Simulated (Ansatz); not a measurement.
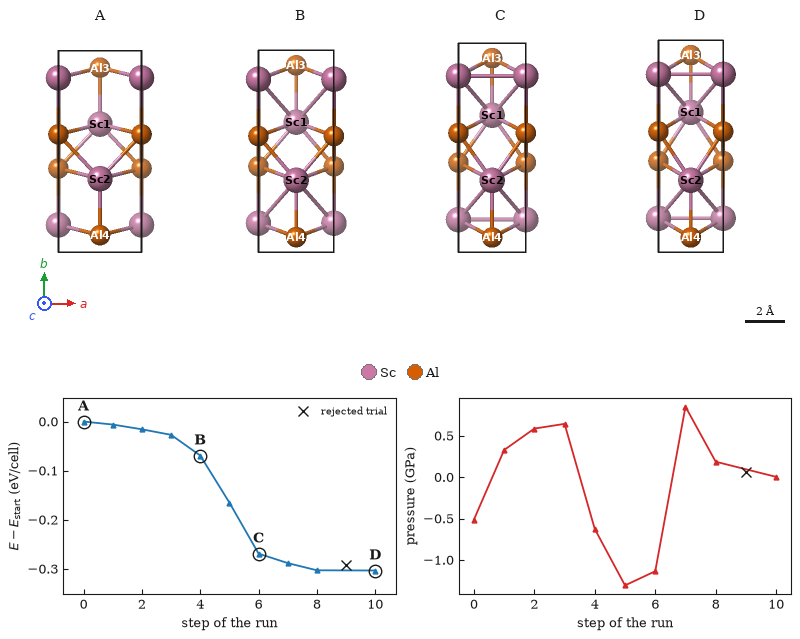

Frames of a relaxation of crystalline ScAl (set up in Cmcm), marked on the history of the run. The picture is a ball-and-stick view of the conventional cell (2 times the calculation's cell), seen along the c axis. Lengths and directions refer to the drawn axes.

Theory: Ansatz 0.2.0, DFT r2SCAN, scalar-relativistic, plane waves, PAW. Settings: plane-wave cutoff 500 eV; k-point mesh 10 × 10 × 12; occupations gaussian; smearing width 0.1 eV; no spin polarisation; cell and atoms relaxed; force threshold 0.005 eV/Å; at most 80 steps.

**What happens along the run?**

The run was cut off at its time limit before the program reported convergence, but its last step already meets the force threshold: the largest component is 0.0027 eV/Å against 0.005 eV/Å. The pressure is within 0.01 GPa of its target. After 9 accepted moves (10 points after the start) the energy has fallen by 0.303 eV per cell of the calculation. Largest force component: 0.033 eV/Å at the start, 0.0027 eV/Å at the end. Pressure: −0.51 GPa at the start and 0.00 GPa at the end. The line search rejected the trial step at point 9 of the run. The largest moves relative to the cell, 0.28 Å, are those of Sc1 and Sc2. Sc1 goes along +b. By element the largest moves are Sc 0.28 Å, Al 0.16 Å. The volume changes by −5.9 %, with a 4.327 → 3.370 Å (−22.1 %), b 10.500 → 11.033 Å (+5.1 %), c 3.771 → 4.339 Å (+15.0 %). Near-neighbour distances that change, for instance: Sc1–Sc1 4.327 → 3.370 Å, Sc1–Sc2 3.747 → 3.386 Å, Sc1–Al3 3.164 → 3.048 Å, Al3–Al4 2.589 → 2.661 Å. The space group stays Cmcm (No. 63). From step 0 to 4: Al atoms move most (0.10 Å), volume −0.6 %, energy −69.1 meV per cell of the calculation. From step 4 to 6: Sc atoms move most (0.13 Å), volume −3.0 %, energy −0.200 eV per cell of the calculation. From step 6 to 10: Sc atoms move most (0.05 Å), volume −2.4 %, energy −34.4 meV per cell of the calculation.

```json
{"step": "0", "E − E(0), meV/atom": "0.00", "largest force component, eV/Å": "0.0327", "pressure, GPa": "-0.51", "volume, Å³/atom": "21.418", "note": ""}
{"step": "1", "E − E(0), meV/atom": "-1.51", "largest force component, eV/Å": "0.0695", "pressure, GPa": "0.33", "volume, Å³/atom": "21.191", "note": ""}
{"step": "2", "E − E(0), meV/atom": "-3.94", "largest force component, eV/Å": "0.0527", "pressure, GPa": "0.59", "volume, Å³/atom": "21.155", "note": ""}
{"step": "3", "E − E(0), meV/atom": "-6.76", "largest force component, eV/Å": "0.0374", "pressure, GPa": "0.64", "volume, Å³/atom": "21.158", "note": ""}
{"step": "4", "E − E(0), meV/atom": "-17.28", "largest force component, eV/Å": "0.1976", "pressure, GPa": "-0.63", "volume, Å³/atom": "21.299", "note": ""}
{"step": "5", "E − E(0), meV/atom": "-41.25", "largest force component, eV/Å": "0.1790", "pressure, GPa": "-1.31", "volume, Å³/atom": "21.082", "note": ""}
{"step": "6", "E − E(0), meV/atom": "-67.23", "largest force component, eV/Å": "0.1005", "pressure, GPa": "-1.14", "volume, Å³/atom": "20.661", "note": ""}
{"step": "7", "E − E(0), meV/atom": "-72.06", "largest force component, eV/Å": "0.1696", "pressure, GPa": "0.85", "volume, Å³/atom": "19.886", "note": ""}
{"step": "8", "E − E(0), meV/atom": "-75.73", "largest force component, eV/Å": "0.0354", "pressure, GPa": "0.19", "volume, Å³/atom": "20.120", "note": ""}
{"step": "9", "E − E(0), meV/atom": "-72.78", "largest force component, eV/Å": "0.1556", "pressure, GPa": "0.06", "volume, Å³/atom": "20.091", "note": "rejected"}
{"step": "10", "E − E(0), meV/atom": "-75.83", "largest force component, eV/Å": "0.0027", "pressure, GPa": "0.00", "volume, Å³/atom": "20.162", "note": ""}
```
